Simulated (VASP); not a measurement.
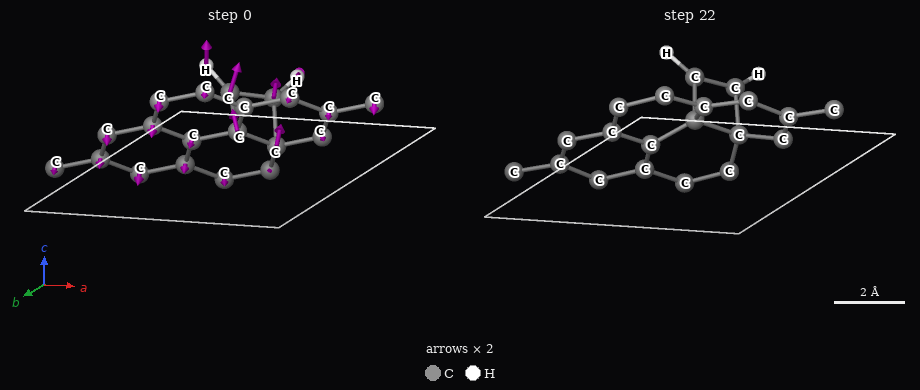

The structure of a slab of composition HC$_{10}$ before (left) and after (right) a relaxation, at one scale. The purple arrows give the displacements, magnified 2 times.

A ball-and-stick model of the cell of the calculation, outlined in the plane, without the vacuum (origin shifted), seen from a free direction.

The run lets the atoms move in a fixed cell.

Method: Kohn-Sham DFT of a periodic cell, PBE, VASP PAW PBE potentials, recommended in VASP 6.6.1.

Input
```
PREC = Accurate
ENCUT = 520
EDIFF = 1E-7
ISMEAR = -1
SIGMA = 0.05
LREAL = Auto
LASPH = True
NELM = 100
ALGO = Fast
ISIF = 2
LWAVE = False
LCHARG = False
GGA = PE
IBRION = 2
NSW = 45
EDIFFG = -0.08
```

Launched with:
```bash
cat potpaw_PBE.64/C/POTCAR potpaw_PBE.64/H/POTCAR > POTCAR
mpirun -np 1 vasp_std > vasp.out
```

What changed between the two?

Answer. The run was cut off at its time limit before the relaxation converged, so the last structure is only a point on the way. The largest moves relative to the layer's centre, 0.47 Å, are those of C and H atoms. Largest moves by element: C 0.47 Å, H 0.46 Å. The lattice vectors keep their values. Some distances before and after: C–C 1.902 → 2.412 Å, C–C 1.424 → 1.564 Å, C–C 1.635 → 1.533 Å, C–C 1.424 → 1.488 Å. Bond angles that change, for instance: C–C–C 76.6° → 106.1°, C–C–C 91.7° → 111.1°, C–C–C 92.5° → 107.2°. The energy falls by 3.083 eV per cell of the calculation in 22 geometry steps. The largest force component goes from 3.3 to 0.61 eV/Å. At step 1 the optimiser overshot: the energy rose above the start, and later steps came back.
